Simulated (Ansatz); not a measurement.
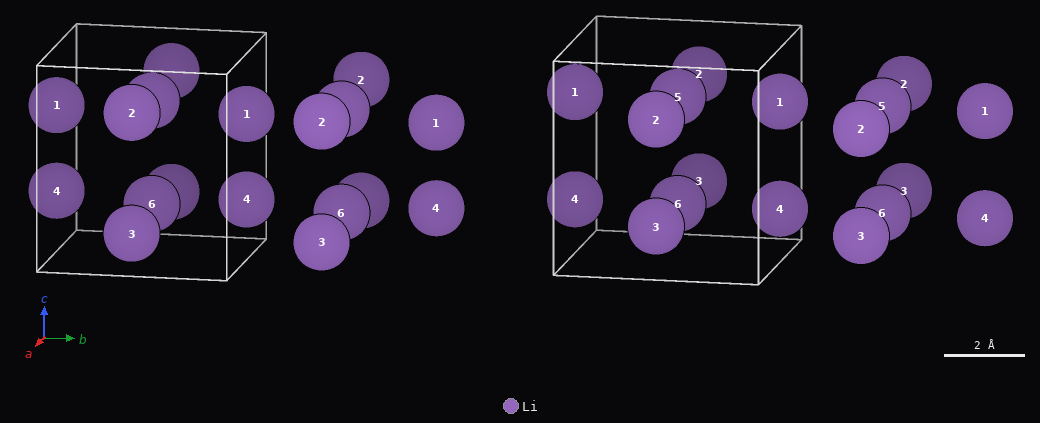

Two geometries of a crystal of Li (a generated structure, set up in P4_2/mmc) (coarse preliminary run), drawn at one scale. One is the start of a relaxation, the other its converged end. Style: spheres-only. Shown: the cell of the calculation, repeated 1 × 2 × 1 with one cell outlined, slightly off an axis.

These are results of Ansatz, DFT PBE, scalar-relativistic, plane waves, PAW, not measurements. Settings: plane-wave cutoff 420 eV; k-point mesh 4 × 4 × 4; occupations gaussian; smearing width 0.1 eV; no spin polarisation; cell and atoms relaxed; force threshold 0.04 eV/Å; at most 70 steps.

Q: Which one is relaxed?

A: The right one is the relaxed one. The largest moves relative to the cell, 0.24 Å, are those of Li1, Li2, Li3 and Li4. Li2 goes along −c. The volume changes by +20.9 %, with a = b 4.906 → 5.295 Å (+7.9 %), c 5.348 → 5.549 Å (+3.8 %). Near-neighbour distances that change, for instance: Li1–Li4 2.217 → 2.776 Å, Li1–Li4 (another image) 3.131 → 2.773 Å, Li1–Li5 2.464 → 2.647 Å, Li5–Li6 2.674 → 2.775 Å. Bond angles that change, for instance: Li5–Li1–Li5 169.4° → 180.0°, Li4–Li1–Li5 95.3° → 90.0°, Li1–Li5–Li6 84.7° → 90.0°. The space group (tolerance 0.01 Å) goes from P4_2/mmc (No. 131) to P4/mmm (No. 123). The energy falls by 114 meV per atom in 3 accepted moves (4 points after the start). The largest force component goes from 1.1 to 0.0034 eV/Å. The pressure goes from 2.92 to 0.21 GPa. At 1 point the geometry stayed and the basis and grid were re-selected for the new cell (energy shift of 0.1 meV per atom at most each time).
